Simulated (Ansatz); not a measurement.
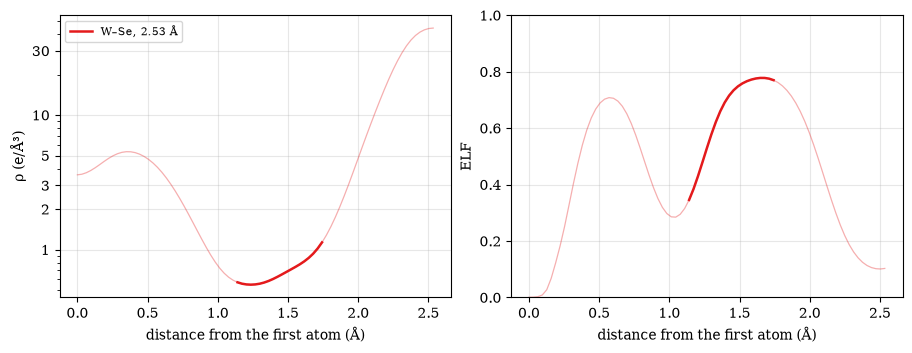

WSe2. Valence charge density (pseudo) and ELF along straight lines between neighbouring atoms. Thin, pale parts lie inside the atomic spheres.

Space group P6₃/mmc; a structure from a database of computed crystals, not necessarily the ambient phase.

Level of theory: DFT PBE+D3(BJ), scalar-relativistic, plane waves, PAW in Ansatz 0.2.0.

Core electrons are frozen (PAW), and the valence fields are smoothed inside the atomic spheres.

```
CELL_PARAMETERS angstrom
3.27889 0.00000 0.00000
-1.63945 2.83960 0.00000
0.00000 0.00000 12.79755
ATOMIC_POSITIONS crystal
W 0.66667 0.33333 0.25002
W 0.33333 0.66667 0.74998
Se 0.33333 0.66667 0.38163
Se 0.66667 0.33333 0.88160
Se 0.33333 0.66667 0.11840
Se 0.66667 0.33333 0.61837
```

**What can be read from the curves?**

W–Se (2.53 Å): ρ is about 0.55 e/Å³ halfway; the ELF is about 0.55 at the midpoint.
